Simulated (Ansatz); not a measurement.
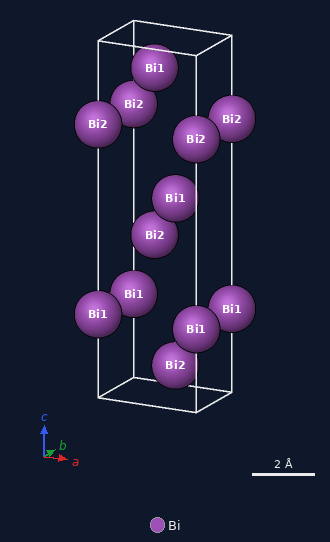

The input geometry (spheres-only view of the cell 3 times as large as that of the calculation, set on its symmetry axes, seen slightly off an axis; atoms are numbered from 1 in the order of the input). An atom can appear more than once, as a periodic image.

# Run report: Bi, single-point calculation

System: Bi (R-3m, 2 atoms in the cell).
Method: DFT PBE+D3(BJ), scalar-relativistic, plane waves, PAW, no spin polarisation (Ansatz 0.2.0).

The structure derives from an entry of the Crystallography Open Database. Figures and captions count atoms from 1; the log counts them from 0 in places.

**Log**
```
Engine: ansatz 0.2.0, aarch64-unknown-linux-gnu
Pseudopotentials: kind: paw
Pseudopotential: Bi, paw, valence charge 15, recommended cutoff 420 eV (normal), Bi.paw.azcp
Functional definition: PBE
  parameter kappa = 0.804
  parameter beta = 0.06672455060314922
  exchange = pbe_x(kappa = kappa, mu = beta*pi^2/3)
  correlation = pbe_c(beta = beta)
Crystal: 2 atoms, lattice volume = 70.139 Å³
Basis set: ecut = 420 eV, 1369 PW (Γ), exchange–correlation on 64×64×64 points (8 copies of the dense FFT grid, shifted against one another)
Bands: 19, of which v1, the nominal top of the filled ones, is band 15 counted from 1 (14 counted from 0)
Symmetry: 12 space group operations
Space group: R-3m (ITA 166), of the structure as read, at distance tolerance 4.1e-5 Å
k-points: 32 of 216
Non-local potential: Bi, projectors of the file, l = 0: 2, l = 1: 2, l = 2: 2, l = 3: 2
PAW form: soft (Blöchl's): semilocal exchange-correlation on the pseudo side does not see the compensation charge
PAW one-centre angular grid: Bi, 590 points (default); XC on 64 Gauss nodes
Initial density: superposition of atomic densities (neutral atoms: chi_scale 0, normalization atom), corrected by the library's trained network
Initial wavefunctions: pseudopotential atomic-orbital guess
Functional: x = pbe(κ = 0.804, μ = 0.2195149727645171), c = pbe(β = 0.06672455060314922)
SCF iter   1: F=—  HF=-24794.014995 eV  |F-HF|=—  |Δ(HF+E_count)|=         —  Δρ=9.32e-4  dr2=5.16e-4  ethr=1.77e-3  ⟨swp⟩=6.1  Hψ=2965  notcnv=0
preconditioner: auto → none  [insulator: Δε(μ)=0.638 eV  Ē_g=20.360 eV  σ=0.100 eV  W_gap=0.68  n_scr=14 (ndim 8)  ℏωp=24.3 eV  f_vac=0.003  D(μ)=0.50/eV (n_scr^D=0)  ε∞_Penn≈2.4]
SCF iter   2: F=—  HF=-24794.014237 eV  |F-HF|=—  |Δ(HF+E_count)|=   7.58e-4  Δρ=4.98e-4  dr2=1.53e-4  ethr=1.72e-6  ⟨swp⟩=2.4  Hψ=1381  notcnv=0
SCF iter   3: F=—  HF=-24794.014313 eV  |F-HF|=—  |Δ(HF+E_count)|=   7.64e-5  Δρ=1.92e-4  dr2=1.93e-5  ethr=5.11e-7  ⟨swp⟩=2.0  Hψ=1089  notcnv=0
SCF iter   4: F=—  HF=-24794.014341 eV  |F-HF|=—  |Δ(HF+E_count)|=   2.78e-5  Δρ=6.17e-5  dr2=2.41e-6  ethr=6.44e-8  ⟨swp⟩=3.0  Hψ=1089  notcnv=0
SCF iter   5: F=—  HF=-24794.014341 eV  |F-HF|=—  |Δ(HF+E_count)|=   5.59e-7  Δρ=1.92e-5  dr2=2.24e-7  ethr=8.05e-9  ⟨swp⟩=2.0  Hψ=1089  notcnv=0
SCF iter   6: F=-24794.014341 eV  HF=-24794.014341 eV  |F-HF|=2.96e-9  |Δ(HF+E_count)|=   1.21e-7  Δρ=2.44e-6  dr2=4.13e-9  ethr=3.33e-10  ⟨swp⟩=6.3  Hψ=3086  notcnv=0
SCF 1 converged in 6 iterations: F = -24794.014341 eV  dr2 = 4.13e-9
  greatest PAW one-centre occupation: 0.987 electrons in one spin orbital (limit 2), on the Bi atom at site 1 (counted from 0), in its partial waves of l = 2
```

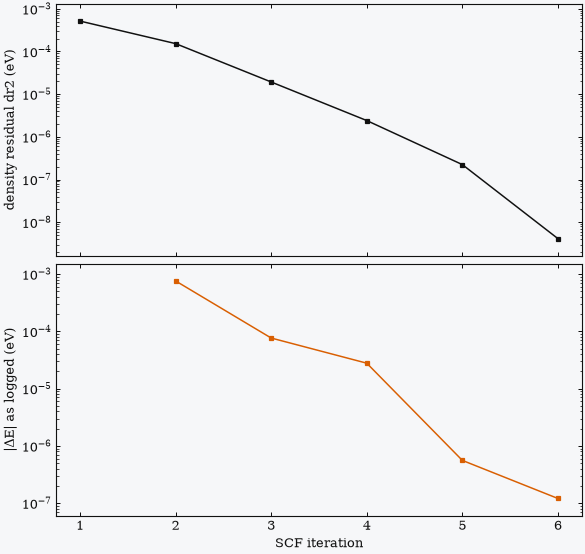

Convergence of the self-consistent field: density residual dr2 and size of the energy change against the SCF iteration. The residual falls at every step.

```
SCF converged after 6 iterations
Free energy (F): -24794.014341 eV
Harris-Foulkes:  -24794.014341 eV  (|F-HF|=2.96e-9)
Internal energy: -24794.011829 eV  (E = F + TS)
E sigma→0 (E₀):  -24794.013085 eV
Entropy (-TS):   -0.002511 eV (-1.256 meV/atom)
Fermi energy:    9.693764 eV
--- Per-component energies (eV) ---
  E_band       = -216.451259
  E_kinetic    = 605.194059
  E_local      = -3109.576251  (includes V_loc(G=0)·N_el)
  E_nonlocal   = 1118.908577
  E_hartree    = 1014.763191
  E_xc         = -302.438537
  E_vxc        = -288.380868  (∫ρ·V_xc dr)
  E_paw        = -21326.420083  (= ΣΔE_a)
  E_vpaw       = -572.124892  (= ΣTr[D̂ρ^β])
  E_aug_tail   = -0.000870  (compensation charges beyond the density's cutoff)
  E_ewald      = -2793.531276
  E_disp       = -0.910640  (pairwise vdW)
  E_smearing   = -0.002511  (= −TS)
  E_closure    = -0.000000  (closes the sum)
  Σ components = -24794.014341   (vs F -24794.014341, Δ=0.00e0)
--- Forces (eV/Å), atoms counted from 1 ---
  atom   1  Bi     0.00000000     0.00000000     0.11749361
  atom   2  Bi    -0.00000000    -0.00000000    -0.11749361
  max |Σ_I F_I| component: 2.78e-17 eV/Å
--- Stress (GPa, compression-positive) ---
       -0.019581       0.000000      -0.000000
        0.000000      -0.019581      -0.000000
       -0.000000      -0.000000       0.077007
  P = ⅓ Tr σ = 0.0126 GPa (0.126 kbar)
--- Band table (eV; the first three rows and the last of 32) ---
  k-point 0: bands = ["-13.1729", "-13.1729", "-13.0203", "-13.0203", "-13.0022", "-12.8320", "-12.8210", "-12.8210", "-12.6961", "-12.6961", "-3.3315", "2.3540", "8.2942", "8.5520", "8.5520", "12.2853", "12.7517", "12.7518", "15.4193"]
  k-point 1: bands = ["-13.1532", "-13.1473", "-13.0116", "-13.0047", "-12.9885", "-12.8457", "-12.8341", "-12.8287", "-12.7240", "-12.7170", "-3.0703", "1.7651", "8.3718", "8.5356", "8.6027", "11.6260", "11.9889", "12.1756", "14.7998"]
  k-point 2: bands = ["-13.1057", "-13.0777", "-12.9942", "-12.9647", "-12.9494", "-12.8901", "-12.8700", "-12.8449", "-12.7924", "-12.7662", "-2.3140", "0.4342", "8.3873", "8.5490", "8.9685", "10.3110", "10.9544", "11.2224", "15.6439"]
  k-point 31: bands = ["-13.0812", "-13.0812", "-12.9843", "-12.9843", "-12.9619", "-12.8692", "-12.8492", "-12.8492", "-12.7980", "-12.7980", "-2.0863", "-0.1379", "8.8585", "9.1634", "9.1634", "10.4519", "10.4519", "10.5181", "16.7944"]
```

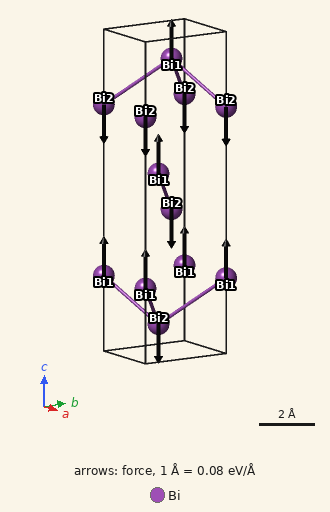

Forces on the atoms as black arrows (ball-and-stick view of the cell 3 times as large as that of the calculation, set on its symmetry axes, seen slightly off an axis; atoms are numbered from 1 in the order of the input). The largest act on Bi1, Bi2 (0.12 eV/Å). The geometry is not a stationary point of this energy.

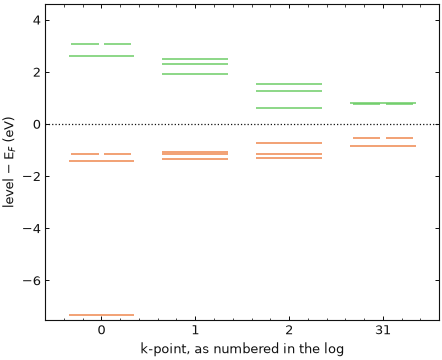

Kohn–Sham levels near the Fermi level (dotted) at the few k-points that the log prints; levels within 0.02 eV of each other stand side by side. The system is metallic on the full mesh.

The run was set up as follows.

**The input**
```yaml
crystal:
  lattice:
    - [2.2675, 1.3091417354, 3.938]
    - [-2.2675, 1.3091417354, 3.938]
    - [0.0, -2.6182834708, 3.938]
  atoms:
    - { symbol: Bi, position: [0.234, 0.234, 0.234] }
    - { symbol: Bi, position: [0.766, 0.766, 0.766] }
basis:
  ecutwfc: 420
kpoints:
  mp_grid: { grid: [6, 6, 6] }
hamiltonian:
  xc: pbe
  dispersion: d3bj
scf:
  occupations: { method: gaussian, width: 0.1 }
output:
  forces: true
  stress: true
  eigenvalues: true
```

Command:
```bash
ansatz run input.yaml --threads 1 --pin off --max-ram 2560MiB --backend cpu --events-out ev --progress --plain --runs-dir out
```

**Summary**

| quantity | value |
| --- | --- |
| outcome | converged |
| space group (tolerance 0.01 Å) | R-3m (166) |
| electrons treated | 30 |
| free energy | −24794.0143 eV |
| Fermi energy | 9.694 eV |
| gap on the k-point mesh | none (metallic) |
| pressure | 0.01 GPa |
| largest force (length of the vector) | 0.117 eV/Å |
| hardware | 1 thread of Arm Neoverse V2, 24 GiB of memory available, shared host |
| wall time | 1.9 s |
| peak memory | 0.32 GiB |

**Remarks**

Spin–orbit coupling is left out, which matters for Bi.
